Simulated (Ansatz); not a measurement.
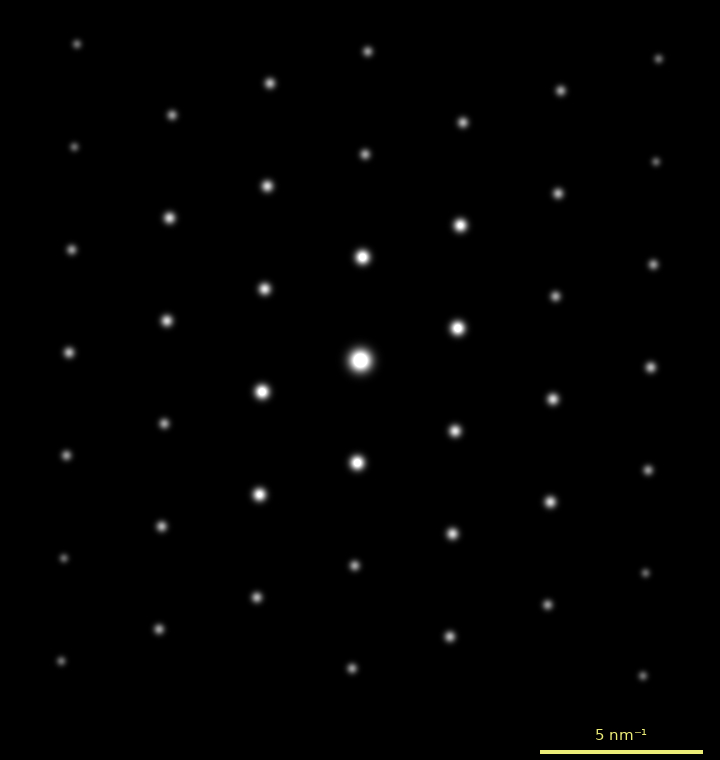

The pattern is a kinematic simulation for 200 kV electrons (no multiple scattering; isotropic B = 0.5 Å²).

It belongs to SrO, space group F-43m (No. 216), a = 5.45 Å. Structure: the geometry relaxed (final pressure about 3.9 GPa) with Ansatz 0.2.0, DFT PBEsol, scalar-relativistic, plane waves, PAW; the starting structure was generated, so it need not be a known form of this composition.

### Which low-index zone axis gives this pattern?

The spots form a centred rectangular net with both shortest vectors at d = 3.14 Å, 70.5° apart. They index as -1 1 -1 and -1 1 1, so the zone axis is [110] (or an equivalent direction of <110>).

### List the strongest reflections.

Strongest reflections with d > 0.97 Å, one of each family (|F|² from tabulated Gaussian fits of the electron scattering factors, times a small damping for the curvature of the Ewald sphere):

| hkl | d (Å) | I (strongest = 100) |
| --- | --- | --- |
| 1 -1 1 | 3.145 | 100 |
| 2 -2 0 | 1.926 | 62 |
| 0 0 2 | 2.724 | 36 |
| 1 -1 3 | 1.642 | 28 |
| 0 0 4 | 1.362 | 28 |
| 2 -2 4 | 1.112 | 15 |
